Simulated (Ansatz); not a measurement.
Geometry relaxation of Zr16O31 (part 1 of 3)

The run: geometry relaxation of Zr16O31 (defect cell, 47 atoms in the cell). Method and program: DFT PBE, scalar-relativistic, plane waves, PAW, spin-polarised (Ansatz 0.2.0).

The structure derives from an entry of the Crystallography Open Database.

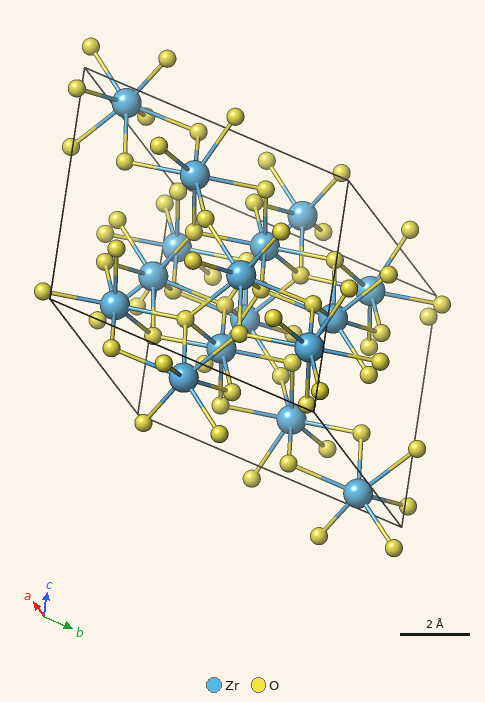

Fig. 1: The starting structure (ball-and-stick view of the cell of the calculation, seen at an oblique angle; bonded neighbours outside the cell are drawn too). An atom can appear more than once, as a periodic image. Near neighbours in the periodic cell (some may lie outside the picture): Zr has 6 O at 1.97 to 2.34 Å; Zr has 7 O at 2.03 to 2.28 Å; O has 4 Zr at 2.10 to 2.34 Å; O has 3 Zr at 1.97 to 2.19 Å.

### Key numbers

| quantity | value |
| --- | --- |
| outcome | converged |
| electrons treated | 378 |
| free energy | −84613.4637 eV |
| Fermi energy | 13.326 eV |
| net moment of the cell | 0.00 μB |
| integrated absolute moment | 0.00 μB |
| final volume | 563.04 Å³ |
| largest force (length of the vector) at the end | 0.019 eV/Å |
| hardware | 4 threads of Arm Neoverse V1, 24 GiB of memory available, shared host |
| wall time | 4.6 min (CPU time 18 min) |
| peak memory | 3.7 GiB |

The program warns: some starting moments were not kept.

### The input
```yaml
crystal:
  lattice:
    - [4.300938, -5.2023, 5.255159]
    - [-4.300938, -5.2023, -5.255159]
    - [5.996462, 5.2023, -5.255159]
  atoms:
    - { symbol: Zr, position: [0.1078433016, 0.8674872678, 0.0278952834], spin: 0.5 }
    - { symbol: Zr, position: [0.11825, 0.37565, 0.5336] }
    - { symbol: Zr, position: [0.61825, 0.37565, 0.0336] }
    - { symbol: Zr, position: [0.61825, 0.87565, 0.5336] }
    - { symbol: Zr, position: [0.59205, 0.58465, 0.7164] }
    - { symbol: Zr, position: [0.5957068842, 0.083289756, 0.2154820627], spin: 0.5 }
    - { symbol: Zr, position: [0.09205, 0.08465, 0.7164] }
    - { symbol: Zr, position: [0.09205, 0.58465, 0.2164] }
    - { symbol: Zr, position: [0.38175, 0.12435, 0.4664] }
    - { symbol: Zr, position: [0.3822287472, 0.6239458135, 0.9712682497], spin: 0.5 }
    - { symbol: Zr, position: [0.88175, 0.62435, 0.4664] }
    - { symbol: Zr, position: [0.88175, 0.12435, 0.9664] }
    - { symbol: Zr, position: [0.90795, 0.41535, 0.7836] }
    - { symbol: Zr, position: [0.90795, 0.91535, 0.2836] }
    - { symbol: Zr, position: [0.4070444729, 0.9147506072, 0.7768978968], spin: 0.5 }
    - { symbol: Zr, position: [0.40795, 0.41535, 0.2836] }
    - { symbol: O, position: [0.34655, 0.38245, 0.4849] }
    - { symbol: O, position: [0.84655, 0.38245, 0.9849] }
    - { symbol: O, position: [0.84655, 0.88245, 0.4849] }
    - { symbol: O, position: [0.14755, 0.86165, 0.2651] }
    - { symbol: O, position: [0.14755, 0.36165, 0.7651] }
    - { symbol: O, position: [0.64755, 0.36165, 0.2651] }
    - { symbol: O, position: [0.64755, 0.86165, 0.7651] }
    - { symbol: O, position: [0.15345, 0.11755, 0.5151] }
    - { symbol: O, position: [0.150759985, 0.6197416204, 0.0149553456] }
    - { symbol: O, position: [0.65345, 0.61755, 0.5151] }
    - { symbol: O, position: [0.6530555267, 0.1157803069, 0.0169269931] }
    - { symbol: O, position: [0.3514867305, 0.1446179154, 0.2342906159] }
    - { symbol: O, position: [0.3534447354, 0.6385900954, 0.7358233948] }
    - { symbol: O, position: [0.85245, 0.63835, 0.2349] }
    - { symbol: O, position: [0.85245, 0.13835, 0.7349] }
    - { symbol: O, position: [0.86895, 0.6611, 0.86155] }
    - { symbol: O, position: [0.86895, 0.1611, 0.36155] }
    - { symbol: O, position: [0.3671313865, 0.1620372685, 0.8587876008] }
    - { symbol: O, position: [0.36895, 0.6611, 0.36155] }
    - { symbol: O, position: [0.54955, 0.5074, 0.88845] }
    - { symbol: O, position: [0.54955, 0.0074, 0.38845] }
    - { symbol: O, position: [0.0497464626, 0.0020747839, 0.8863174656] }
    - { symbol: O, position: [0.04955, 0.5074, 0.38845] }
    - { symbol: O, position: [0.63105, 0.3389, 0.63845] }
    - { symbol: O, position: [0.6287497447, 0.8323474628, 0.135870803] }
    - { symbol: O, position: [0.1294479697, 0.8362223191, 0.635031564] }
    - { symbol: O, position: [0.13105, 0.3389, 0.13845] }
    - { symbol: O, position: [0.95045, 0.4926, 0.61155] }
    - { symbol: O, position: [0.95045, 0.9926, 0.11155] }
    - { symbol: O, position: [0.45045, 0.9926, 0.61155] }
    - { symbol: O, position: [0.45045, 0.4926, 0.11155] }
magnetization:
  spin_polarized: true
basis:
  ecutwfc: 420
  fft_grid_basis: typed
kpoints:
  mp_grid: { grid: [2, 2, 2] }
hamiltonian:
  xc: pbe
  pseudopotentials: { kind: paw }
scf:
  occupations: { method: gaussian, width: 0.05 }
output:
  forces: true
  stress: false
  eigenvalues: false
  bader: false
  write_density: false
  volumetric_format: npy
  populations: true
relax:
  adjacent_minimum: "off"
  max_steps: 30
  f_tol: 0.05
```

Launched with:
```bash
ansatz run input.yaml --threads 4 --pin off --max-ram 10240MiB --backend cpu --events-out ev --progress --plain --runs-dir out
```

### The program's output
```
settings of this run that can trade accuracy for cost: output.eigenvalues: false. Do not mix this run's numbers with those of runs without the same settings; the input reference describes each key
Engine: ansatz 0.2.0, aarch64-unknown-linux-gnu
Pseudopotentials: kind: paw
Pseudopotential: Zr, paw, valence charge 12, recommended cutoff 420 eV (normal), Zr.paw.azcp
Pseudopotential: O, paw, valence charge 6, recommended cutoff 420 eV (normal), O.paw.azcp
Functional definition: PBE
  parameter kappa = 0.804
  parameter beta = 0.06672455060314922
  exchange = pbe_x(kappa = kappa, mu = beta*pi^2/3)
  correlation = pbe_c(beta = beta)
Crystal: 47 atoms, lattice volume = 563.039 Å³
Basis set: ecut = 420 eV, 11017 PW (Γ), exchange–correlation on 120×120×128 points (8 copies of the dense FFT grid, shifted against one another)
Bands: 237, of which v1, the nominal top of the filled ones, is band 189 counted from 1 (188 counted from 0)
Symmetry: 1 space group operations
Space group: P1 (ITA 1), of the structure as read, at distance tolerance 8.3e-5 Å
Magnetic group: BNS 1.1 (UNI 1), of the structure as read, at distance tolerance 8.3e-5 Å
k-points: 8
Non-local potential: Zr, projectors of the file, l = 0: 3, l = 1: 2, l = 2: 2, l = 3: 2
Non-local potential: O, projectors of the file, l = 0: 2, l = 1: 2, l = 2: 1
PAW form: soft (Blöchl's): semilocal exchange-correlation on the pseudo side does not see the compensation charge
PAW one-centre angular grid: Zr, 590 points (default); XC on 64 Gauss nodes
PAW one-centre angular grid: O, 110 points (default); XC on 64 Gauss nodes
Initial density: superposition of atomic densities (chi_scale 0.1, normalization cell, long waves kept (reshape's long-wave potential 0.18 eV rms))
Starting moments: Σ|m| = 2 μB on 4 of 47 sites
Initial wavefunctions: pseudopotential atomic-orbital guess
Functional: x = pbe(κ = 0.804, μ = 0.2195149727645171), c = pbe(β = 0.06672455060314922)
SCF iter   1: F=—  HF=-84615.805178 eV  |F-HF|=—  |Δ(HF+E_count)|=         —  Δρ=2.88e-2 (↑2.67e-2 ↓2.88e-2)  dr2=1.87e1  dr2_m=1.05e-1  M=0.000 μB ∫|m|=0.659 μB  β_m=0.30  ethr=3.10e-3  ⟨swp⟩=4.1  Hψ=13917  notcnv=0  defer=246
Mixer restart at iter 1: flushing history
preconditioner: auto → Resta (q_TF=auto, 2.553 Å⁻¹)  ε∞=4.0  [insulator: Δε(μ)=1.305 eV  Ē_g=16.818 eV  σ=0.050 eV  W_gap=1.00  n_scr=160 (ndim 8)  ℏωp=29.1 eV  f_vac=0.000  D(μ)=0.00/eV (n_scr^D=0)  ε∞_Penn≈4.0]
spin=Collinear: Resta preconditioning applied to the charge; magnetization (m = ρ↑ − ρ↓) channel mixes plain (no charge-response kernel on spin).
SCF iter   2: F=—  HF=-84613.950848 eV  |F-HF|=—  |Δ(HF+E_count)|=    1.85e0  Δρ=2.04e-2 (↑1.92e-2 ↓2.04e-2)  dr2=8.81e0  dr2_m=5.60e-2  M=0.000 μB ∫|m|=0.514 μB  β_m=0.57  ethr=3.10e-3  ⟨swp⟩=2.0  Hψ=4470  notcnv=0  defer=666
SCF iter   3: F=—  HF=-84613.115021 eV  |F-HF|=—  |Δ(HF+E_count)|=   8.36e-1  Δρ=6.67e-3 (↑6.67e-3 ↓6.39e-3)  dr2=1.24e0  dr2_m=3.68e-3  M=0.000 μB ∫|m|=0.174 μB  β_m=0.58  ethr=2.33e-3  ⟨swp⟩=2.9  Hψ=6695  notcnv=0  defer=666
SCF iter   4: F=—  HF=-84613.100148 eV  |F-HF|=—  |Δ(HF+E_count)|=   1.49e-2  Δρ=2.11e-3 (↑2.08e-3 ↓2.11e-3)  dr2=1.03e-1  dr2_m=6.57e-4  M=0.000 μB ∫|m|=0.053 μB  β_m=0.79  ethr=3.29e-4  ⟨swp⟩=2.2  Hψ=6193  notcnv=0  defer=670
SCF iter   5: F=—  HF=-84613.156143 eV  |F-HF|=—  |Δ(HF+E_count)|=         —  Δρ=1.37e-3 (↑1.34e-3 ↓1.37e-3)  dr2=3.57e-2  dr2_m=2.38e-5  M=0.000 μB ∫|m|=0.011 μB  β_m=0.79  ethr=2.71e-5  ⟨swp⟩=2.0  Hψ=5933  notcnv=0  defer=670
Mixer restart at iter 5: flushing history
SCF iter   6: F=—  HF=-84613.162572 eV  |F-HF|=—  |Δ(HF+E_count)|=   6.43e-3  Δρ=1.36e-3 (↑1.36e-3 ↓1.35e-3)  dr2=3.57e-2  dr2_m=3.24e-6  M=0.000 μB ∫|m|=0.006 μB  β_m=0.61  ethr=9.46e-6  ⟨swp⟩=2.0  Hψ=5798  notcnv=0  defer=670
SCF iter   7: F=—  HF=-84613.155213 eV  |F-HF|=—  |Δ(HF+E_count)|=   7.36e-3  Δρ=1.99e-4 (↑1.99e-4 ↓1.95e-4)  dr2=1.12e-3  dr2_m=2.94e-6  M=0.000 μB ∫|m|=0.005 μB  β_m=0.80  ethr=9.43e-6  ⟨swp⟩=2.0  Hψ=5728  notcnv=0  defer=670
SCF iter   8: F=—  HF=-84613.156853 eV  |F-HF|=—  |Δ(HF+E_count)|=   1.64e-3  Δρ=1.09e-4 (↑1.09e-4 ↓1.08e-4)  dr2=2.11e-4  dr2_m=6.27e-8  M=0.000 μB ∫|m|=0.001 μB  β_m=0.69  ethr=2.96e-7  ⟨swp⟩=2.0  Hψ=5792  notcnv=0  defer=670
SCF iter   9: F=—  HF=-84613.156845 eV  |F-HF|=—  |Δ(HF+E_count)|=   8.30e-6  Δρ=2.83e-5 (↑2.64e-5 ↓2.83e-5)  dr2=1.85e-5  dr2_m=8.26e-8  M=0.000 μB ∫|m|=0.001 μB  β_m=0.72  ethr=5.59e-8  ⟨swp⟩=2.0  Hψ=5782  notcnv=0  defer=670
SCF iter  10: F=-84613.156849 eV  HF=-84613.156849 eV  |F-HF|=7.99e-8  |Δ(HF+E_count)|=   4.18e-6  Δρ=5.98e-6 (↑5.80e-6 ↓5.98e-6)  dr2=7.83e-7  dr2_m=8.58e-9  M=0.000 μB ∫|m|=0.000 μB  ethr=4.89e-9  ⟨swp⟩=1.0  Hψ=9403  notcnv=0
WARN: the starting moments were not kept: the SCF closed with an absolute magnetisation of 3.7e-4 μB, where they sum to 2 μB in size (4 sites). That is at most 0.1 of that sum. Measured as dr2_m measures the in/out step, that magnetisation stands 5.9e-9 eV from none, at or under the dr2_threshold of 6.3e-5 eV: it is no larger than a step whose dr2_m would equal this threshold. The system may hold no moment; this SCF shows only that its start led to no more than that. To try another start: raise the starting moments (crystal.atoms[].spin, magnetization.per_species, magnetization.initial_magnetization, or on a non-collinear deck that types none of these the spinor_matrix: blocks that start its atoms; where the total moment is fixed, keep their sum and leave initial_magnetization as it is; typed ones take the place of any that the run laid by itself, positive ones on a crystal's lanthanoids without a Hubbard term where scf.initial_density.shell_occupations: [] is typed) or, if the notice of its spin-set hold's release reads "site moments contracting" or "site moments show no strong build", lengthen the hold (scf.mixing.spin_hold: { on: { confirm: 4 } }; for m-r²SCAN on two components see the key's manual first). Each may lead to a state that holds a moment. A second SCF, from the converged charge density, with the starting moments and any scf.initial_density.shell_occupations laid on it anew, would have followed, and was not run: the deck does not ask for one (magnetization.retry_lost_moments is false, the default). To let it run, set magnetization.retry_lost_moments: true and run the deck again, where that key's refused combinations let it; where memory then withholds it, that run's warning says so.
SCF 1 converged in 10 iterations: F = -84613.156849 eV  dr2 = 7.83e-7
  greatest PAW one-centre occupation: 0.995 electrons in one spin orbital (limit 2), on the Zr atom at site 0 (counted from 0), in its partial waves of l = 0
relax step   1: F+E_penalty+E_count = -84613.15684902 eV  Δ(F+E_penalty+E_count) = +0.000e0 eV  max|allowed force component| = 1.205e0 eV/Å  Δτ_max = 0.0000 Å  (10 SCF iters, dr2 threshold 6.25e-5 eV, accepted)
Initial density: handed on by an earlier stage of this run
Starting moments: Σ|m| = 2 μB on 4 of 47 sites; this step starts from the density that it was given
Initial wavefunctions: those handed on with the density
iter 1 solved again at ethr=2.78e-5 eV; its pass at ethr=3.10e-3 eV (dr2=1.05e-1 eV) is discarded
SCF iter   1: F=—  HF=-84613.379035 eV  |F-HF|=—  |Δ(HF+E_count)|=         —  Δρ=2.85e-3 (↑2.50e-3 ↓2.85e-3)  dr2=1.06e-1  dr2_m=1.45e-3  M=0.000 μB ∫|m|=0.020 μB  β_m=0.65  ethr=2.78e-5  ⟨swp⟩=2.0  Hψ=10876  notcnv=0  defer=658
preconditioner: auto → Resta (q_TF=auto, 2.553 Å⁻¹)  ε∞=4.0  [insulator: Δε(μ)=1.172 eV  Ē_g=16.733 eV  σ=0.050 eV  W_gap=1.00  n_scr=160 (ndim 8)  ℏωp=29.1 eV  f_vac=0.025  D(μ)=0.00/eV (n_scr^D=0)  ε∞_Penn≈4.0]
spin=Collinear: Resta preconditioning applied to the charge; magnetization (m = ρ↑ − ρ↓) channel mixes plain (no charge-response kernel on spin).
SCF iter   2: F=—  HF=-84613.366919 eV  |F-HF|=—  |Δ(HF+E_count)|=   1.21e-2  Δρ=1.26e-3 (↑1.19e-3 ↓1.26e-3)  dr2=2.38e-2  dr2_m=2.63e-4  M=0.000 μB ∫|m|=0.009 μB  β_m=0.47  ethr=2.78e-5  ⟨swp⟩=2.0  Hψ=5889  notcnv=0  defer=658
SCF iter   3: F=—  HF=-84613.364867 eV  |F-HF|=—  |Δ(HF+E_count)|=   2.05e-3  Δρ=6.55e-4 (↑5.87e-4 ↓6.55e-4)  dr2=5.03e-3  dr2_m=1.16e-4  M=0.000 μB ∫|m|=0.006 μB  β_m=0.56  ethr=6.30e-6  ⟨swp⟩=2.0  Hψ=5767  notcnv=0  defer=658
SCF iter   4: F=—  HF=-84613.365412 eV  |F-HF|=—  |Δ(HF+E_count)|=   5.46e-4  Δρ=2.98e-4 (↑2.64e-4 ↓2.98e-4)  dr2=1.18e-3  dr2_m=2.24e-5  M=0.000 μB ∫|m|=0.003 μB  β_m=0.70  ethr=1.33e-6  ⟨swp⟩=3.0  Hψ=5838  notcnv=0  defer=658
SCF iter   5: F=—  HF=-84613.365537 eV  |F-HF|=—  |Δ(HF+E_count)|=   1.24e-4  Δρ=8.88e-5 (↑8.50e-5 ↓8.88e-5)  dr2=1.31e-4  dr2_m=7.82e-7  M=0.000 μB ∫|m|=0.001 μB  β_m=0.63  ethr=3.12e-7  ⟨swp⟩=2.0  Hψ=5618  notcnv=0  defer=658
SCF iter   6: F=-84613.365530 eV  HF=-84613.365546 eV  |F-HF|=1.61e-5  |Δ(HF+E_count)|=   9.42e-6  Δρ=2.56e-5 (↑2.56e-5 ↓2.53e-5)  dr2=2.84e-5  dr2_m=8.29e-9  M=0.000 μB ∫|m|=0.000 μB  ethr=2.40e-8  ⟨swp⟩=2.0  Hψ=10120  notcnv=0
the starting moments were not kept: the SCF closed with an absolute magnetisation of 1.4e-4 μB, where they sum to 2 μB in size (4 sites). That is at most 0.1 of that sum. Measured as dr2_m measures the in/out step, that magnetisation stands 6.3e-10 eV from none, at or under the dr2_threshold of 9.1e-5 eV: it is no larger than a step whose dr2_m would equal this threshold.
SCF 2 converged in 6 iterations: F = -84613.365530 eV  dr2 = 2.84e-5
  greatest PAW one-centre occupation: 0.995 electrons in one spin orbital (limit 2), on the Zr atom at site 5 (counted from 0), in its partial waves of l = 0
relax step   2: F+E_penalty+E_count = -84613.36553006 eV  Δ(F+E_penalty+E_count) = -2.087e-1 eV  max|allowed force component| = 5.870e-1 eV/Å  Δτ_max = 0.0660 Å  (6 SCF iters, dr2 threshold 9.07e-5 eV, accepted)
SCF iter   1: F=—  HF=-84613.468133 eV  |F-HF|=—  |Δ(HF+E_count)|=         —  Δρ=1.96e-3 (↑1.84e-3 ↓1.96e-3)  dr2=5.78e-2  dr2_m=4.90e-4  M=0.000 μB ∫|m|=0.012 μB  β_m=0.65  ethr=2.14e-4  ⟨swp⟩=4.0  Hψ=7392  notcnv=0  defer=662
preconditioner: auto → Resta (q_TF=auto, 2.553 Å⁻¹)  ε∞=4.0  [insulator: Δε(μ)=1.261 eV  Ē_g=16.731 eV  σ=0.050 eV  W_gap=1.00  n_scr=160 (ndim 8)  ℏωp=29.1 eV  f_vac=0.024  D(μ)=0.00/eV (n_scr^D=0)  ε∞_Penn≈4.0]
spin=Collinear: Resta preconditioning applied to the charge; magnetization (m = ρ↑ − ρ↓) channel mixes plain (no charge-response kernel on spin).
SCF iter   2: F=—  HF=-84613.457937 eV  |F-HF|=—  |Δ(HF+E_count)|=   1.02e-2  Δρ=8.03e-4 (↑7.75e-4 ↓8.03e-4)  dr2=9.62e-3  dr2_m=8.92e-5  M=0.000 μB ∫|m|=0.005 μB  β_m=0.62  ethr=1.53e-5  ⟨swp⟩=2.1  Hψ=5756  notcnv=0  defer=660
SCF iter   3: F=—  HF=-84613.457706 eV  |F-HF|=—  |Δ(HF+E_count)|=   2.31e-4  Δρ=3.73e-4 (↑3.72e-4 ↓3.73e-4)  dr2=2.55e-3  dr2_m=5.70e-6  M=0.000 μB ∫|m|=0.002 μB  β_m=0.57  ethr=2.55e-6  ⟨swp⟩=2.0  Hψ=5750  notcnv=0  defer=660
SCF iter   4: F=—  HF=-84613.457398 eV  |F-HF|=—  |Δ(HF+E_count)|=   3.07e-4  Δρ=1.03e-4 (↑1.03e-4 ↓1.01e-4)  dr2=2.02e-4  dr2_m=1.93e-7  M=0.000 μB ∫|m|=0.001 μB  β_m=0.73  ethr=6.75e-7  ⟨swp⟩=2.0  Hψ=5756  notcnv=0  defer=660
SCF iter   5: F=—  HF=-84613.457442 eV  |F-HF|=—  |Δ(HF+E_count)|=   4.38e-5  Δρ=3.16e-5 (↑3.11e-5 ↓3.16e-5)  dr2=2.47e-5  dr2_m=1.35e-8  M=0.000 μB ∫|m|=0.000 μB  β_m=0.74  ethr=5.35e-8  ⟨swp⟩=2.0  Hψ=5315  notcnv=0  defer=660
SCF iter   6: F=-84613.457438 eV  HF=-84613.457445 eV  |F-HF|=7.02e-6  |Δ(HF+E_count)|=   2.91e-6  Δρ=1.90e-5 (↑1.90e-5 ↓1.89e-5)  dr2=1.06e-5  dr2_m=5.23e-9  M=0.000 μB ∫|m|=0.000 μB  ethr=5.70e-9  ⟨swp⟩=3.0  Hψ=8840  notcnv=0
the starting moments were not kept: the SCF closed with an absolute magnetisation of 5.4e-5 μB, where they sum to 2 μB in size (4 sites). That is at most 0.1 of that sum. Measured as dr2_m measures the in/out step, that magnetisation stands 1.3e-10 eV from none, at or under the dr2_threshold of 2.2e-5 eV: it is no larger than a step whose dr2_m would equal this threshold.
SCF 3 converged in 6 iterations: F = -84613.457438 eV  dr2 = 1.06e-5
  greatest PAW one-centre occupation: 0.995 electrons in one spin orbital (limit 2), on the Zr atom at site 9 (counted from 0), in its partial waves of l = 0
relax step   3: F+E_penalty+E_count = -84613.45743785 eV  Δ(F+E_penalty+E_count) = -9.191e-2 eV  max|allowed force component| = 1.069e-1 eV/Å  Δτ_max = 0.0520 Å  (6 SCF iters, dr2 threshold 2.15e-5 eV, accepted)
```
